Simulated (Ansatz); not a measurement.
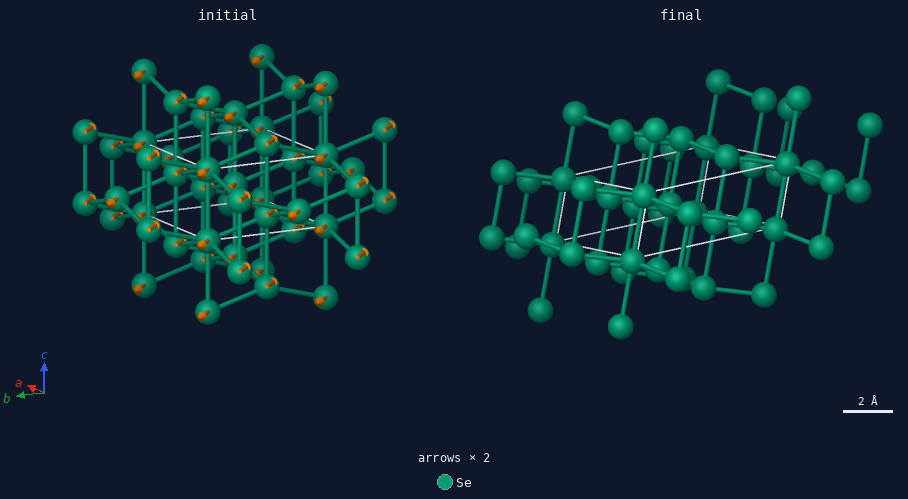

The structure of solid Se (a generated structure, set up in I4_1/amd) before (left) and after (right) a relaxation, at one scale. The orange arrows give the displacements (the part carried along by the change of the cell is left out), 2 times their true length.

A ball-and-stick model of the conventional cell (2 times the calculation's cell), seen from a free direction. Lengths and directions refer to the drawn axes.

Phase: beta-Sn type.

Computed with DFT, PBE, plane waves (420 eV) with PAW, scalar-relativistic in Ansatz. Settings: plane-wave cutoff 420 eV; k-point mesh 12 × 12 × 8; occupations fermi dirac; smearing width 0.1 eV; no spin polarisation; cell and atoms relaxed; force threshold 0.01 eV/Å; at most 60 steps.

Describe what moved and what it gained.

Answer. The largest moves relative to the cell, 0.61 Å, are those of Se atoms. The volume changes by +30.3 %, with a = b 5.515 → 6.643 Å (+20.5 %), c 3.011 → 2.845 Å (−5.5 %), α 90.0° → 102.8°, β 90.0° → 102.8°, γ 90.0° → 86.4°. Near-neighbour distances that change, for instance: Se–Se 2.859 → 4.430 Å, Se–Se 2.859 → 2.536 Å, Se–Se 3.011 → 2.845 Å. Bond angles that change, for instance: Se–Se–Se 94.0° → 130.8°. The space group (tolerance 0.01 Å) goes from I4_1/amd (No. 141) to C2/c (No. 15). After 22 accepted moves (27 points after the start) the energy has fallen by 258 meV per atom. Largest force component: 0.003 eV/Å at the start, 0.00079 eV/Å at the end. Pressure: −0.98 GPa at the start and −0.01 GPa at the end. The line search rejected the trial steps at points 3, 14, 24 of the run. At 2 points the geometry stayed and the basis and grid were re-selected for the new cell (energy shift of 12.6 meV per atom at most each time).
